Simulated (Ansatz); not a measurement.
## Electronic structure of Be₂Se in real space

```cif
data_structure
_symmetry_space_group_name_H-M 'P 1'
_symmetry_Int_Tables_number 1
_cell_length_a 3.4273
_cell_length_b 3.4273
_cell_length_c 11.2020
_cell_angle_alpha 90.000
_cell_angle_beta 90.000
_cell_angle_gamma 90.000
_cell_volume 131.59
loop_
_atom_site_label
_atom_site_type_symbol
_atom_site_fract_x
_atom_site_fract_y
_atom_site_fract_z
_atom_site_occupancy
Be1 Be 0.50000 0.00000 0.64179 1
Be2 Be 0.00000 0.00000 0.50000 1
Be3 Be 0.00000 0.50000 0.35821 1
Be4 Be 0.50000 0.50000 0.50000 1
Be5 Be 0.50000 0.00000 0.11938 1
Be6 Be 0.00000 0.50000 0.88062 1
Se1 Se 0.50000 0.50000 0.76022 1
Se2 Se 0.50000 0.50000 0.23978 1
Se3 Se 0.00000 0.00000 0.00000 1
```

Space group P-4m2; a generated structure, not necessarily the stable one; changed on purpose from its base cell (volume × 0.97, shape and atoms relaxed); computed pressure about 2 GPa in this cell.

All numbers below come from DFT PBE, scalar-relativistic, plane waves, PAW (Ansatz 0.2.0).

Core electrons are frozen (PAW), and the valence fields are smoothed inside the atomic spheres.

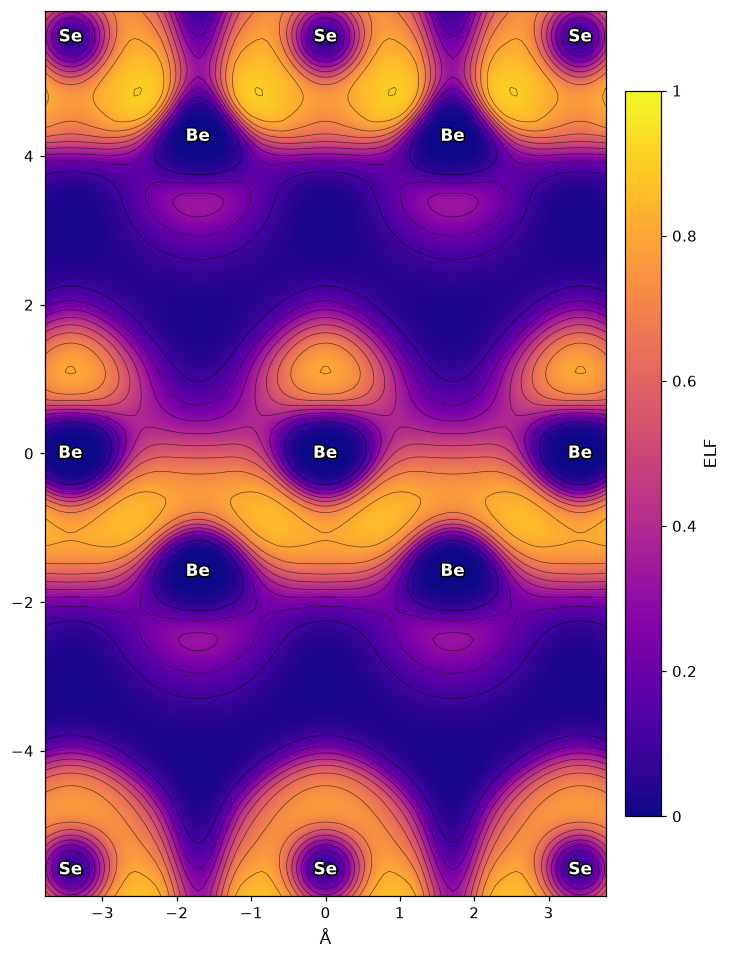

Figure 1. Electron localisation function on the (100) plane of the conventional cell.

What do the fields say about this system?

- Atoms in the plane: Be and Se.
- Be–Se (2.17 Å): the ELF peaks at about 0.90 between the atoms.

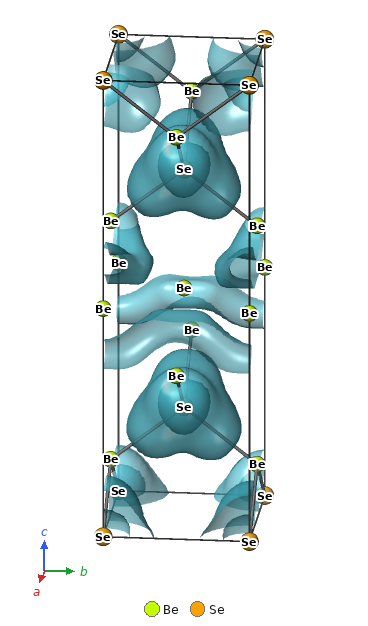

Figure 2. Isosurface of the ELF at 0.7 (cyan), seen at an oblique angle. Only the valence region is drawn (cores and ρ < 0.01 e/Å³ removed). Sticks mark near contacts.

Where are the electrons localised?

At this value the surface marks out three regions wrapped around Se (the valence shell of each) and channels that run through the cell in one direction, counted in one cell of 9 atoms. Regions shared between cells count once.

Does the calculation make it a metal, or give it a gap?

It is gapless in this calculation (a metal or semimetal).
